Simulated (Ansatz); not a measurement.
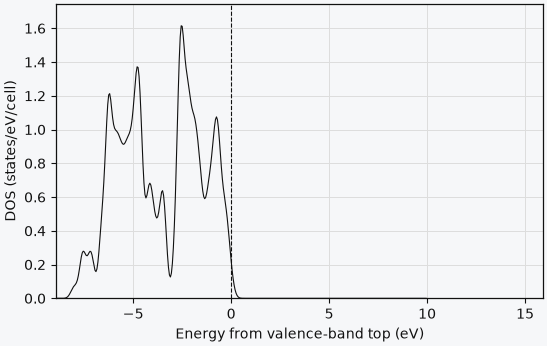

Density of states. Energies are counted from the top of the valence band. The curve is built from the levels of the k mesh with Gaussians 0.4 eV wide, which also blur the band edges.

Calculation on MgO, space group Pm-3m (No. 221), 2 atoms in the cell, CsCl type.

Method: Hartree-Fock, plane waves, PAW, no spin polarisation, 6×6×6 k mesh (Ansatz 0.2.0).

**Metal or insulator, going by the density of states?**

There is a gap; over the k points computed it is 12.94 eV (indirect; the smallest direct gap is 14.26 eV).

**How wide is the upper valence band?**

The upper group of valence states starts about 8.0 eV under the valence-band top, with a gap beneath it; it holds about 6 electrons a cell.
